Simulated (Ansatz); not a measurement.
# Geometry relaxation, with input and output: Si₃N₄ (part 1 of 2)

- system: Si₃N₄ (14 atoms in the cell)
- method: DFT PBEsol, scalar-relativistic, plane waves, PAW, no spin polarisation (Ansatz 0.2.0)

The structure derives from an entry of the Crystallography Open Database. Figures and captions count atoms from 1; the log counts them from 0 in places.

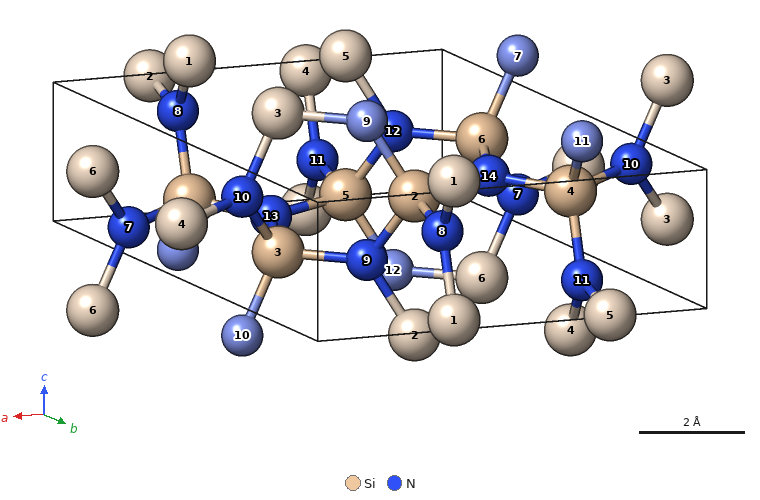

Figure 1. The input geometry (ball-and-stick view of the cell of the calculation, seen at an oblique angle; neighbours outside the cell are drawn fainter; atoms are numbered from 1 in the order of the input). An atom can appear more than once, as a periodic image. Near neighbours in the periodic cell (some may lie outside the picture): Si has 4 N at 1.73 to 1.74 Å; N has 3 Si at 1.73 to 1.74 Å.

Summary

| quantity | value |
| --- | --- |
| outcome | converged |
| space group (tolerance 0.01 Å) | P6₃ (173) → P6₃/m (176) |
| electrons treated | 64 |
| free energy | −6773.8033 eV |
| Fermi energy | 10.212 eV |
| gap on the k-point mesh | 4.20 eV |
| pressure | 0.04 GPa |
| final volume | 146.51 Å³ |
| largest force (length of the vector) at the end | under 0.001 eV/Å |
| final cell | a = 7.624 Å, b = 7.624 Å, c = 2.910 Å, α = 90.00°, β = 90.00°, γ = 120.00° |
| hardware | 4 threads of Intel Xeon (Granite Rapids), 144 GiB of memory available, shared host |
| wall time | 22 s (CPU time 85 s) |
| peak memory | 0.6 GiB |

The input
```yaml
crystal:
  lattice:
    - [7.6014990877, 0.0, 0.0]
    - [-3.8007495438, 6.5830913168, 0.0]
    - [0.0, 0.0, 2.9061]
  atoms:
    - { symbol: Si, position: [0.76848, 0.17458, 0.25] }
    - { symbol: Si, position: [0.5939, 0.76848, 0.75] }
    - { symbol: Si, position: [0.82542, 0.5939, 0.25] }
    - { symbol: Si, position: [0.23152, 0.82542, 0.75] }
    - { symbol: Si, position: [0.4061, 0.23152, 0.25] }
    - { symbol: Si, position: [0.17458, 0.4061, 0.75] }
    - { symbol: "N", position: [0.03051, 0.3303, 0.2485] }
    - { symbol: "N", position: [0.70021, 0.03051, 0.7485] }
    - { symbol: "N", position: [0.6697, 0.70021, 0.2485] }
    - { symbol: "N", position: [0.96949, 0.6697, 0.7485] }
    - { symbol: "N", position: [0.29979, 0.96949, 0.2485] }
    - { symbol: "N", position: [0.3303, 0.29979, 0.7485] }
    - { symbol: "N", position: [0.6666666667, 0.3333333333, 0.2469] }
    - { symbol: "N", position: [0.3333333333, 0.6666666667, 0.7469] }
basis:
  ecutwfc: 420
kpoints:
  mp_grid: { grid: [6, 6, 8] }
hamiltonian:
  xc: pbesol
scf:
  occupations: { method: gaussian, width: 0.02 }
output:
  forces: true
  stress: true
  eigenvalues: true
  write_density: true
  write_potential: true
  elf: true
  volumetric_format: npy
relax:
  adjacent_minimum: "off"
  f_tol: 0.005
  max_steps: 80
  cell: { stress_tol: 0.05 }
```

Launch command:
```bash
ansatz run input.yaml --threads 4 --pin off --max-ram 12288MiB --backend cpu --events-out ev --progress --plain --runs-dir out
```

Output
```
Engine: ansatz 0.2.0, x86_64-unknown-linux-gnu
Pseudopotentials: kind: paw
Pseudopotential: Si, paw, valence charge 4, recommended cutoff 420 eV (normal), Si.paw.azcp
Pseudopotential: N, paw, valence charge 5, recommended cutoff 420 eV (normal), N.paw.azcp
Functional definition: PBEsol
  exchange = pbesol_x
  correlation = pbesol_c
Crystal: 14 atoms, lattice volume = 145.425 Å³
Basis set: ecut = 420 eV, 2823 PW (Γ), exchange–correlation on 108×108×40 points (8 copies of the dense FFT grid, shifted against one another)
Bands: 46, of which v1, the nominal top of the filled ones, is band 32 counted from 1 (31 counted from 0)
Symmetry: 6 space group operations
Space group: P63 (ITA 173), of the structure as read, at distance tolerance 5.3e-5 Å
k-points: 40 of 288 (time reversal used)
Non-local potential: Si, projectors of the file, l = 0: 2, l = 1: 2, l = 2: 2
Non-local potential: N, projectors of the file, l = 0: 2, l = 1: 2, l = 2: 1
PAW form: soft (Blöchl's): semilocal exchange-correlation on the pseudo side does not see the compensation charge
PAW frozen core: Si, regenerated for the run's functional, and the local potential with it (the file was generated under x = pbe(κ = 0.804, μ = 0.2195149727645171), c = pbe(β = 0.06672455060314922))
PAW frozen core: N, regenerated for the run's functional, and the local potential with it (the file was generated under x = pbe(κ = 0.804, μ = 0.2195149727645171), c = pbe(β = 0.06672455060314922))
PAW one-centre angular grid: Si, 110 points (default); XC on 64 Gauss nodes
PAW one-centre angular grid: N, 110 points (default); XC on 64 Gauss nodes
Initial density: superposition of atomic densities (neutral atoms: chi_scale 0, normalization atom), corrected by the library's trained network
Initial wavefunctions: pseudopotential atomic-orbital guess
Functional: x = pbesol(κ = 0.804, μ = 0.12345679012345678), c = pbesol(β = 0.046)
SCF iter   1: F=—  HF=-6773.830960 eV  |F-HF|=—  |Δ(HF+E_count)|=         —  Δρ=9.75e-3  dr2=1.31e-1  ethr=1.77e-3  ⟨swp⟩=7.1  Hψ=9454  notcnv=0  defer=34
preconditioner: auto → Resta (q_TF=auto, 2.379 Å⁻¹)  ε∞=4.0  [insulator: Δε(μ)=4.082 eV  Ē_g=14.190 eV  σ=0.020 eV  W_gap=1.00  n_scr=32 (ndim 8)  ℏωp=24.6 eV  f_vac=0.034  D(μ)=0.00/eV (n_scr^D=0)  ε∞_Penn≈4.0]
SCF iter   2: F=—  HF=-6773.793051 eV  |F-HF|=—  |Δ(HF+E_count)|=   3.79e-2  Δρ=1.77e-3  dr2=3.78e-3  ethr=2.05e-4  ⟨swp⟩=2.0  Hψ=3301  notcnv=0  defer=322
SCF iter   3: F=—  HF=-6773.792911 eV  |F-HF|=—  |Δ(HF+E_count)|=   1.40e-4  Δρ=8.74e-4  dr2=7.69e-4  ethr=5.91e-6  ⟨swp⟩=2.4  Hψ=2772  notcnv=0  defer=322
SCF iter   4: F=—  HF=-6773.792996 eV  |F-HF|=—  |Δ(HF+E_count)|=   8.50e-5  Δρ=1.03e-4  dr2=1.22e-5  ethr=1.20e-6  ⟨swp⟩=2.3  Hψ=2805  notcnv=0  defer=322
SCF iter   5: F=—  HF=-6773.793092 eV  |F-HF|=—  |Δ(HF+E_count)|=   9.62e-5  Δρ=5.45e-5  dr2=3.83e-6  ethr=1.91e-8  ⟨swp⟩=2.0  Hψ=2702  notcnv=0  defer=322
SCF iter   6: F=—  HF=-6773.793092 eV  |F-HF|=—  |Δ(HF+E_count)|=   1.84e-7  Δρ=8.22e-6  dr2=1.05e-7  ethr=5.98e-9  ⟨swp⟩=2.0  Hψ=2628  notcnv=0  defer=322
SCF iter   7: F=-6773.793092 eV  HF=-6773.793092 eV  |F-HF|=2.33e-8  |Δ(HF+E_count)|=   1.22e-7  Δρ=2.18e-6  dr2=1.16e-8  ethr=1.56e-10  ⟨swp⟩=17.9  Hψ=13927  notcnv=0
SCF 1 converged in 7 iterations: F = -6773.793092 eV  dr2 = 1.16e-8
  greatest PAW one-centre occupation: 0.789 electrons in one spin orbital (limit 2), on the N atom at site 13 (counted from 0), in its partial waves of l = 0
relax step   1: F+E_penalty+E_count = -6773.79309233 eV  Δ(F+E_penalty+E_count) = +0.000e0 eV  max|allowed force component| = 1.220e-1 eV/Å  Δτ_max = 0.0000 Å  P = +2.014 GPa  Ω = 145.425 Å³  (7 SCF iters, dr2 threshold 1.00e-7 eV, accepted)
Crystal: 14 atoms, lattice volume = 145.976 Å³
Basis set: ecut = 420 eV, 2859 PW (Γ), exchange–correlation on 108×108×40 points (8 copies of the dense FFT grid, shifted against one another)
Initial density: handed on by an earlier stage of this run
Initial wavefunctions: those handed on with the density
iter 1 solved again at ethr=3.33e-6 eV; its pass at ethr=3.10e-3 eV (dr2=2.13e-3 eV) is discarded
SCF iter   1: F=—  HF=-6773.798890 eV  |F-HF|=—  |Δ(HF+E_count)|=         —  Δρ=1.17e-3  dr2=2.04e-3  ethr=3.33e-6  ⟨swp⟩=4.8  Hψ=6611  notcnv=0  defer=4
preconditioner: auto → Resta (q_TF=auto, 2.378 Å⁻¹)  ε∞=4.0  [insulator: Δε(μ)=4.195 eV  Ē_g=14.212 eV  σ=0.020 eV  W_gap=1.00  n_scr=32 (ndim 8)  ℏωp=24.6 eV  f_vac=0.035  D(μ)=0.00/eV (n_scr^D=0)  ε∞_Penn≈4.0]
SCF iter   2: F=—  HF=-6773.798287 eV  |F-HF|=—  |Δ(HF+E_count)|=   6.03e-4  Δρ=3.92e-4  dr2=2.19e-4  ethr=3.19e-6  ⟨swp⟩=2.0  Hψ=2820  notcnv=0
SCF iter   3: F=—  HF=-6773.798328 eV  |F-HF|=—  |Δ(HF+E_count)|=   4.05e-5  Δρ=1.62e-4  dr2=4.19e-5  ethr=3.42e-7  ⟨swp⟩=2.0  Hψ=2890  notcnv=0
SCF iter   4: F=—  HF=-6773.798320 eV  |F-HF|=—  |Δ(HF+E_count)|=   8.09e-6  Δρ=2.50e-5  dr2=1.42e-6  ethr=6.54e-8  ⟨swp⟩=2.0  Hψ=3124  notcnv=0
SCF iter   5: F=-6773.798321 eV  HF=-6773.798321 eV  |F-HF|=6.78e-8  |Δ(HF+E_count)|=   1.18e-6  Δρ=1.18e-5  dr2=2.41e-7  ethr=2.19e-9  ⟨swp⟩=15.9  Hψ=15732  notcnv=0
SCF 2 converged in 5 iterations: F = -6773.798321 eV  dr2 = 2.41e-7
relax step   2: F+E_penalty+E_count = -6773.79832095 eV  Δ(F+E_penalty+E_count) = -5.229e-3 eV  max|allowed force component| = 9.021e-2 eV/Å  Δτ_max = 0.0026 Å  P = +0.996 GPa  Ω = 145.976 Å³  energy of the carried Pulay correction = -1.688e-3 eV  (5 SCF iters, dr2 threshold 1.40e-6 eV, accepted)
Crystal: 14 atoms, lattice volume = 146.532 Å³
iter 1 solved again at ethr=3.72e-6 eV; its pass at ethr=3.10e-3 eV (dr2=2.38e-3 eV) is discarded
SCF iter   1: F=—  HF=-6773.800167 eV  |F-HF|=—  |Δ(HF+E_count)|=         —  Δρ=1.28e-3  dr2=2.30e-3  ethr=3.72e-6  ⟨swp⟩=5.0  Hψ=7247  notcnv=0  defer=3
preconditioner: auto → Resta (q_TF=auto, 2.376 Å⁻¹)  ε∞=4.0  [insulator: Δε(μ)=4.193 eV  Ē_g=14.177 eV  σ=0.020 eV  W_gap=1.00  n_scr=32 (ndim 8)  ℏωp=24.5 eV  f_vac=0.036  D(μ)=0.00/eV (n_scr^D=0)  ε∞_Penn≈4.0]
SCF iter   2: F=—  HF=-6773.799489 eV  |F-HF|=—  |Δ(HF+E_count)|=   6.78e-4  Δρ=4.65e-4  dr2=2.77e-4  ethr=3.60e-6  ⟨swp⟩=2.1  Hψ=2809  notcnv=0
SCF iter   3: F=—  HF=-6773.799531 eV  |F-HF|=—  |Δ(HF+E_count)|=   4.23e-5  Δρ=1.77e-4  dr2=4.65e-5  ethr=4.33e-7  ⟨swp⟩=2.0  Hψ=2953  notcnv=0
SCF iter   4: F=—  HF=-6773.799523 eV  |F-HF|=—  |Δ(HF+E_count)|=   8.15e-6  Δρ=2.73e-5  dr2=1.83e-6  ethr=7.26e-8  ⟨swp⟩=2.1  Hψ=3122  notcnv=0
SCF iter   5: F=-6773.799525 eV  HF=-6773.799525 eV  |F-HF|=2.19e-7  |Δ(HF+E_count)|=   1.39e-6  Δρ=7.76e-6  dr2=1.57e-7  ethr=2.19e-9  ⟨swp⟩=15.3  Hψ=15430  notcnv=0
SCF 3 converged in 5 iterations: F = -6773.799525 eV  dr2 = 1.57e-7
  greatest PAW one-centre occupation: 0.789 electrons in one spin orbital (limit 2), on the N atom at site 12 (counted from 0), in its partial waves of l = 0
relax step   3: F+E_penalty+E_count = -6773.79952495 eV  Δ(F+E_penalty+E_count) = -1.204e-3 eV  max|allowed force component| = 2.919e-2 eV/Å  Δτ_max = 0.0037 Å  P = -0.035 GPa  Ω = 146.532 Å³  energy of the carried Pulay correction = -3.387e-3 eV  (5 SCF iters, dr2 threshold 1.40e-6 eV, accepted)
Crystal: 14 atoms, lattice volume = 146.514 Å³
iter 1 solved again at ethr=6.55e-8 eV; its pass at ethr=3.10e-3 eV (dr2=4.19e-5 eV) is discarded
SCF iter   1: F=—  HF=-6773.799594 eV  |F-HF|=—  |Δ(HF+E_count)|=         —  Δρ=1.92e-4  dr2=4.82e-5  ethr=6.55e-8  ⟨swp⟩=3.1  Hψ=7294  notcnv=0
preconditioner: auto → Resta (q_TF=auto, 2.377 Å⁻¹)  ε∞=4.0  [insulator: Δε(μ)=4.202 eV  Ē_g=14.185 eV  σ=0.020 eV  W_gap=1.00  n_scr=32 (ndim 8)  ℏωp=24.5 eV  f_vac=0.035  D(μ)=0.00/eV (n_scr^D=0)  ε∞_Penn≈4.0]
SCF iter   2: F=—  HF=-6773.799703 eV  |F-HF|=—  |Δ(HF+E_count)|=   1.09e-4  Δρ=9.37e-5  dr2=1.14e-5  ethr=6.55e-8  ⟨swp⟩=2.2  Hψ=2916  notcnv=0
SCF iter   3: F=—  HF=-6773.799699 eV  |F-HF|=—  |Δ(HF+E_count)|=   3.91e-6  Δρ=1.71e-5  dr2=3.97e-7  ethr=1.77e-8  ⟨swp⟩=2.5  Hψ=2883  notcnv=0
SCF iter   4: F=-6773.799699 eV  HF=-6773.799699 eV  |F-HF|=1.13e-8  |Δ(HF+E_count)|=   4.96e-8  Δρ=6.64e-6  dr2=4.90e-8  ethr=8.32e-11  ⟨swp⟩=15.1  Hψ=14386  notcnv=0
SCF 4 converged in 4 iterations: F = -6773.799699 eV  dr2 = 4.90e-8
relax step   4: F+E_penalty+E_count = -6773.79969908 eV  Δ(F+E_penalty+E_count) = -1.741e-4 eV  max|allowed force component| = 5.135e-3 eV/Å  Δτ_max = 0.0016 Å  P = -0.012 GPa  Ω = 146.514 Å³  energy of the carried Pulay correction = -3.334e-3 eV  (4 SCF iters, dr2 threshold 5.33e-8 eV, accepted)
Crystal: 14 atoms, lattice volume = 146.509 Å³
iter 1 solved again at ethr=1.67e-9 eV; its pass at ethr=3.10e-3 eV (dr2=1.07e-6 eV) is discarded
SCF iter   1: F=—  HF=-6773.799600 eV  |F-HF|=—  |Δ(HF+E_count)|=         —  Δρ=3.09e-5  dr2=1.29e-6  ethr=1.67e-9  ⟨swp⟩=3.1  Hψ=7572  notcnv=0
preconditioner: auto → Resta (q_TF=auto, 2.377 Å⁻¹)  ε∞=4.0  [insulator: Δε(μ)=4.205 eV  Ē_g=14.185 eV  σ=0.020 eV  W_gap=1.00  n_scr=32 (ndim 8)  ℏωp=24.5 eV  f_vac=0.035  D(μ)=0.00/eV (n_scr^D=0)  ε∞_Penn≈4.0]
SCF iter   2: F=—  HF=-6773.799723 eV  |F-HF|=—  |Δ(HF+E_count)|=   1.23e-4  Δρ=1.72e-5  dr2=3.89e-7  ethr=1.67e-9  ⟨swp⟩=2.5  Hψ=3104  notcnv=0
SCF iter   3: F=—  HF=-6773.799723 eV  |F-HF|=—  |Δ(HF+E_count)|=   1.09e-7  Δρ=5.32e-6  dr2=4.63e-8  ethr=6.08e-10  ⟨swp⟩=2.1  Hψ=3126  notcnv=0
SCF iter   4: F=-6773.799723 eV  HF=-6773.799723 eV  |F-HF|=5.48e-10  |Δ(HF+E_count)|=   1.05e-8  Δρ=1.37e-6  dr2=1.86e-9  ethr=1.01e-11  ⟨swp⟩=8.2  Hψ=12018  notcnv=0
SCF 5 converged in 4 iterations: F = -6773.799723 eV  dr2 = 1.86e-9
relax step   5: F+E_penalty+E_count = -6773.79972307 eV  Δ(F+E_penalty+E_count) = -2.400e-5 eV  max|allowed force component| = 3.977e-4 eV/Å  Δτ_max = 0.0002 Å  P = -0.001 GPa  Ω = 146.509 Å³  energy of the carried Pulay correction = -3.316e-3 eV  (4 SCF iters, dr2 threshold 6.48e-9 eV, accepted)
Initial wavefunctions: pseudopotential atomic-orbital guess (no wavefunctions were taken with the density)
iter 1 solved again at ethr=2.08e-7 eV; its pass at ethr=3.10e-3 eV (dr2=1.33e-4 eV) is discarded
SCF iter   1: F=—  HF=-6773.803164 eV  |F-HF|=—  |Δ(HF+E_count)|=         —  Δρ=4.56e-5  dr2=4.10e-7  ethr=2.08e-7  ⟨swp⟩=4.7  Hψ=15489  notcnv=0
SCF iter   2: F=—  HF=-6773.803286 eV  |F-HF|=—  |Δ(HF+E_count)|=   1.23e-4  Δρ=2.26e-5  dr2=8.58e-8  ethr=6.40e-10  ⟨swp⟩=2.1  Hψ=3131  notcnv=0
SCF iter   3: F=—  HF=-6773.803287 eV  |F-HF|=—  |Δ(HF+E_count)|=   4.80e-7  Δρ=4.50e-6  dr2=3.70e-9  ethr=1.34e-10  ⟨swp⟩=3.0  Hψ=3303  notcnv=0
SCF iter   4: F=-6773.803287 eV  HF=-6773.803287 eV  |F-HF|=9.09e-12  |Δ(HF+E_count)|=   1.68e-8  Δρ=3.57e-7  dr2=1.20e-10  ethr=1.00e-12  ⟨swp⟩=7.6  Hψ=11053  notcnv=0
SCF 6 converged in 4 iterations: F = -6773.803287 eV  dr2 = 1.20e-10
relax step   6: F+E_penalty+E_count = -6773.80328690 eV  Δ(F+E_penalty+E_count) = -3.564e-3 eV  max|allowed force component| = 4.042e-4 eV/Å  Δτ_max = 0.0000 Å  P = +0.041 GPa  Ω = 146.509 Å³  stress off target by 4.72e-2 GPa  SCF on the basis re-selected at this cell (its energy is not comparable with the rows above)  (4 SCF iters)
```

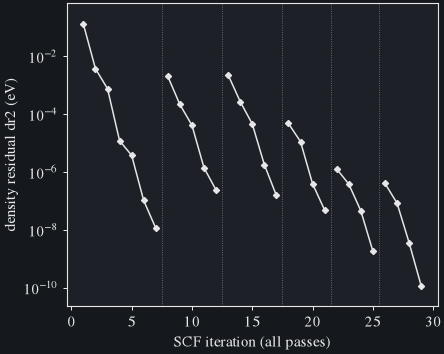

Figure 2. Convergence of the self-consistent field: density residual dr2 against the SCF iteration. The dotted lines part the SCF passes of the relaxation: geometry steps, rejected trials and re-solves on a re-selected basis. The 6 passes take 4 to 7 iterations each, 29 in all.

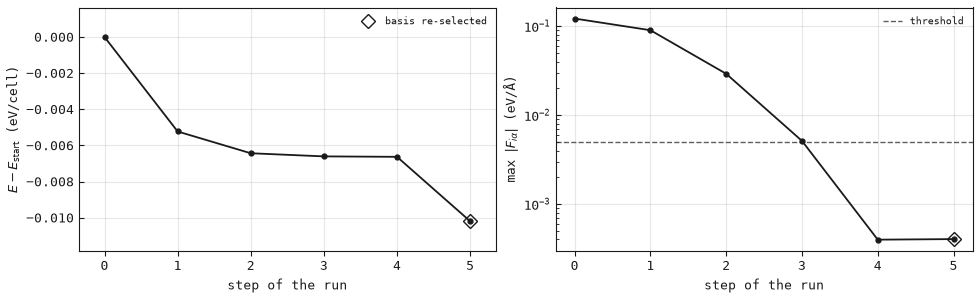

Figure 3. Progress of the relaxation, step by step (the first geometry is step 0 here and step 1 in the log). The largest moves relative to the cell, 0.007 Å, are those of Si1, Si2, Si3, Si4, Si5 and Si6. By element the largest moves are Si 0.007 Å, N 0.006 Å. The volume changes by +0.7 %, with a = b 7.601 → 7.624 Å (+0.3 %), c 2.906 → 2.910 Å (+0.1 %). Among the contacts that change: Si1–N8 1.732 → 1.740 Å, Si1–N7 1.735 → 1.741 Å, Si1–N13 1.729 → 1.733 Å. The space group (tolerance 0.01 Å) goes from P6_3 (No. 173) to P6_3/m (No. 176). Over 4 geometry steps the energy falls by 6.6 meV per cell of the calculation. Largest force component: 0.12 eV/Å at the start, 0.0004 eV/Å at the end. Pressure: 2.01 GPa at the start and 0.04 GPa at the end. A last SCF at the same geometry on a re-selected plane-wave basis shifts the energy by −3.6 meV per cell of the calculation. (Atoms are counted from 1 in the order of the input.)

```
basis re-selected at this cell: Δ(F+E_penalty+E_count) = -3.564e-3 eV, ΔP = +0.041 GPa vs the last step (what re-selecting the basis moved, of the pressure what is left beyond the Pulay correction that the steps carried, after the strain that the cell walked since its last selection, with what the two solves' SCF thresholds leave and, on support functions, any second-order correction that the steps lacked; it is no measure of the basis error at this ecutwfc). This SCF's stress stands 4.72e-2 GPa from its target on what of the cell is left free (relax.cell.stress_tol is 5.00e-2 GPa) and its largest allowed force component is 4.04e-4 eV/Å (relax.f_tol is 5.00e-3 eV/Å): within both
SCF converged after 4 iterations
Free energy (F): -6773.803287 eV
Harris-Foulkes:  -6773.803287 eV  (|F-HF|=9.09e-12)
Internal energy: -6773.803287 eV  (E = F + TS)
E sigma→0 (E₀):  -6773.803287 eV
Fermi energy:    10.211559 eV
```
